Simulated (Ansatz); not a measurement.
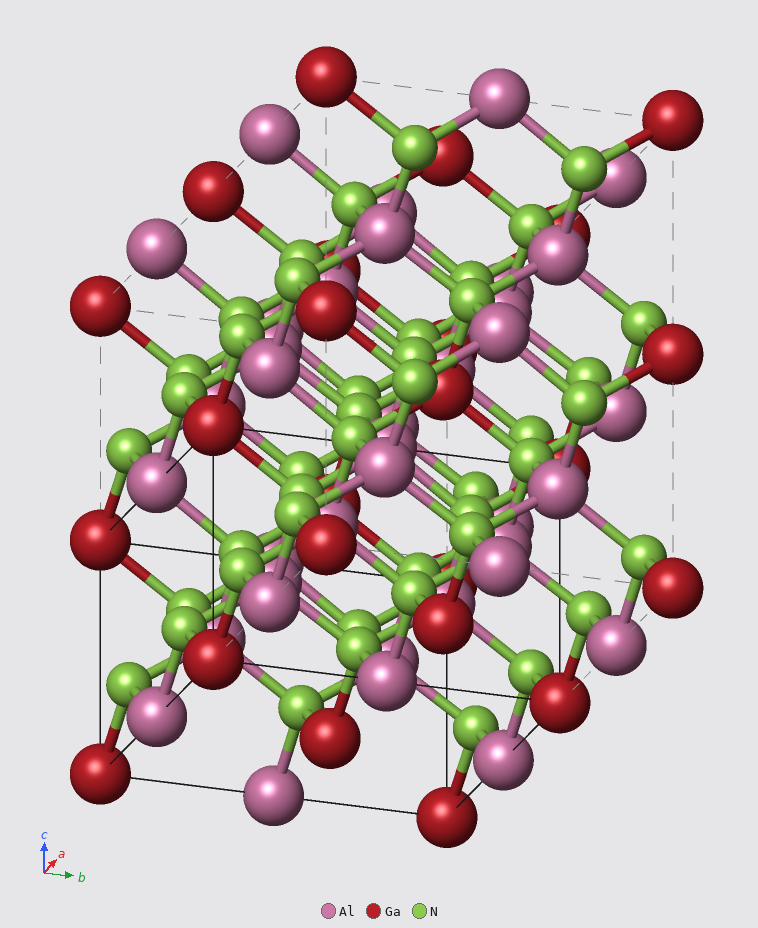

Ball-and-stick representation of a periodic structure, projected from a general direction. Shown are 2×1×2 repeats of the conventional unit cell, one of them outlined in solid lines.

Al₃GaN₄, space group Cmm2 (No. 35), a = 5.99 Å, b = 6.46 Å, c = 4.40 Å, α = 90.00°, β = 90.00°, γ = 90.00°.

Electronic-structure method: DFT r2SCAN, scalar-relativistic, plane waves, PAW in Ansatz. Parameters: 500 eV cutoff, k-points about 0.24 Å⁻¹ apart, Gaussian smearing of 0.05 eV, no spin polarisation.

Classify it as metallic or gapped, with the value.

Answer. An insulator at this level, with a gap of 3.63 eV on the k-mesh (the true edges may lie between mesh points, so the gap can be somewhat smaller).

Would the cell expand or shrink if it could?

Answer. The computed pressure is 1.5 GPa (compressed: it would expand). The stress isn't hydrostatic: its largest component is 17.0 GPa.

Provenance: a structure listed in the Materials Project. The cell was then strained or its atoms displaced on purpose. A calculation with Ansatz used it as input.

At this level of theory the run's own cell isn't at rest (forces up to 0.7 eV/Å), so its distances can differ from those at equilibrium, the more so the softer the solid.
